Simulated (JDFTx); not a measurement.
**Energy of K along an even scaling of the cell**

System: K (Im-3m, 1 atom in the cell).
Method: Kohn-Sham DFT of a periodic cell, LDA, PseudoDojo-SR-LDA-0.4.1-standard, no spin polarisation (JDFTx 1.7.0 (patched build)).

The 7 runs differ only in the geometry, by an even scaling of the cell at fixed fractional positions. The structure derives from a Materials Project entry.

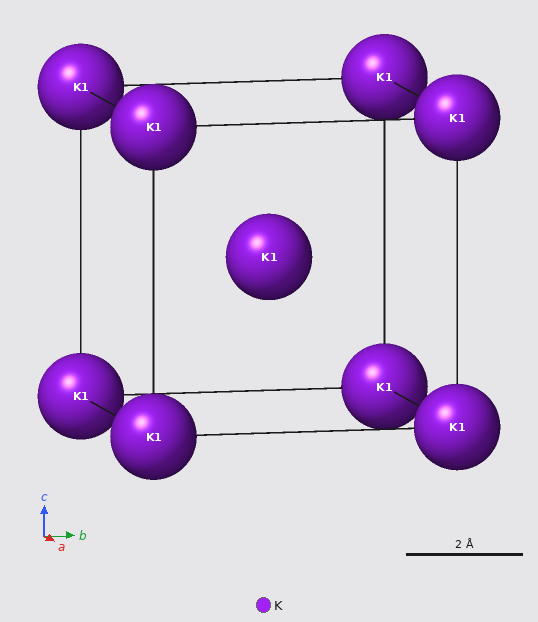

Figure 1. The structure of run 4 (ball-and-stick view of the cell 2 times as large as that of the calculation, set on its symmetry axes, seen slightly off an axis; atoms are numbered from 1 in the order of the input). An atom can appear more than once, as a periodic image.

## Input of run 4
```
lattice \
   -5.0976468017     5.0976468017     5.0976468017 \
    5.0976468017    -5.0976468017     5.0976468017 \
    5.0976468017     5.0976468017    -5.0976468017
coords-type Cartesian
ion K      0.0000000000     0.0000000000     0.0000000000 1

ion-species pseudo/K.upf
elec-cutoff 36
elec-ex-corr lda-PW
kpoint-folding 7 7 7
elec-smearing Fermi 0.0018374661
elec-n-bands 10
electronic-SCF nIterations 100 energyDiffThreshold 1e-09
electronic-minimize nIterations 30 energyDiffThreshold 1e-7
forces-output-coords Cartesian

dump-name run.$VAR
dump End Ecomponents EigStats BandEigs Kpoints Forces Stress
```

Command:
```bash
jdftx -c 1 -i K.in -o K.out
```

Lattice vectors (Å) and fractional positions of run 4:
```
  -2.697559    2.697559    2.697559
   2.697559   -2.697559    2.697559
   2.697559    2.697559   -2.697559
K   0.000000  0.000000  0.000000
```

Run 2 differs from it as follows:
```diff
-   -5.0976468017     5.0976468017     5.0976468017 \
-    5.0976468017    -5.0976468017     5.0976468017 \
-    5.0976468017     5.0976468017    -5.0976468017
+   -5.0287512371     5.0287512371     5.0287512371 \
+    5.0287512371    -5.0287512371     5.0287512371 \
+    5.0287512371     5.0287512371    -5.0287512371
```

## Results, with one run withheld

```tsv
run	volume per atom (Å³)	free energy per atom, from the lowest run given (meV)	pressure (GPa)
1	73.807	0.00	−0.49
2	75.378	?	?
3	76.948	10.46	−0.58
4	78.519	16.33	−0.62
5	80.089	22.55	−0.66
6	81.659	29.10	−0.69
7	83.230	35.94	−0.71
```

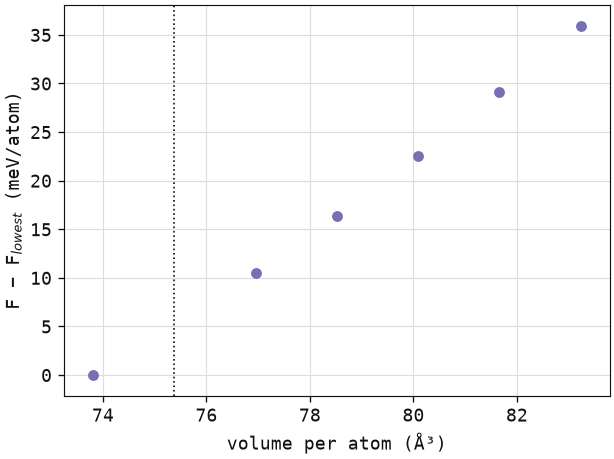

Figure 2. Free energy per atom of the runs given; the dotted line marks run 2.

Fit the runs given and predict run 2.

A cubic polynomial in V^(−2/3) (the Birch–Murnaghan form), fitted to the 6 runs given, misses them by under 0.01 meV per atom. With x = V^(−2/3) − 0.05434 Å⁻², it reads F = 17.979 − 8531.9 x + 5.3442e+05 x² − 1.9345e+06 x³ (meV per atom). At run 2 it gives 5.00 meV per atom, and the run itself gives 5.00. The slope of the fit gives a pressure −dF/dV of −0.53 GPa there, and the run prints −0.54 GPa. The fit has no minimum inside this range.

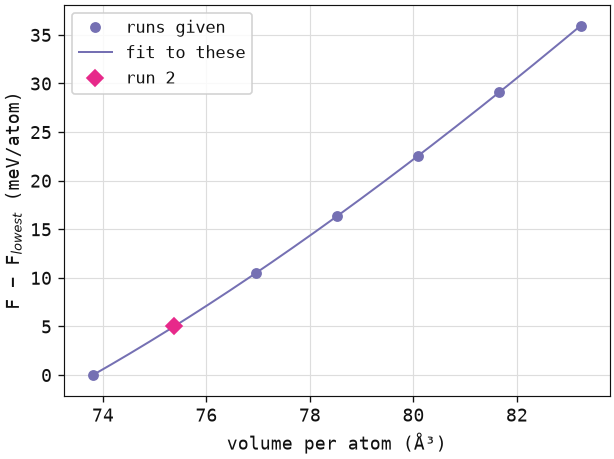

Figure 3. The fit and the withheld run.

## Some lines of the output (run 2)
```
[...]
unit cell volume = 508.675
     Etot =      -28.4342362410277190
        F =      -28.4344951858281334
	HOMO-LUMO gap: +0.007177
	Optical gap  : +0.049216 at state 3 ( [ +0.000000 +0.000000 +0.428571 ] spin 0 )
```

Notes on the run: WARNING: large normalization error in atomic orbital 2s (integral: 0.983987).
